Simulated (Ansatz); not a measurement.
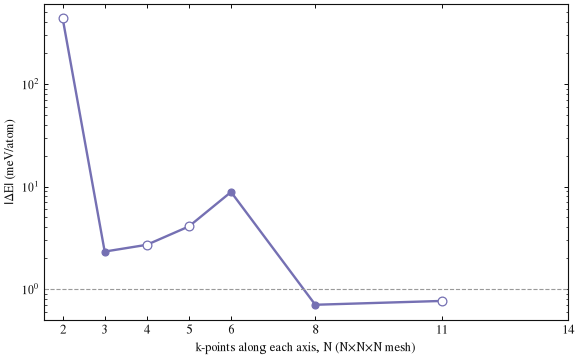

Scan of the k-point mesh.
The run: Eu (Im-3m, 1 atom in the cell), by Ansatz, DFT, r2SCAN, plane waves (500 eV) with PAW, scalar-relativistic; Fermi–Dirac smearing of 0.05 eV, collinear spins.
ΔE is the free energy less its value at the densest setting, 14×14×14.
Dashed lines or grey bands mark the tolerance: 1 meV/atom.
On logarithmic panels, open markers lie below the reference value and filled ones above.

What is enough for the free energy to 1 meV/atom?

Answer. The free energy is within 1 meV/atom of the densest setting's value from 8×8×8 on. It is off by 440 meV/atom at 2×2×2, 2.7 meV/atom at 4×4×4 and 8.8 meV/atom at 6×6×6 (on both sides of it).
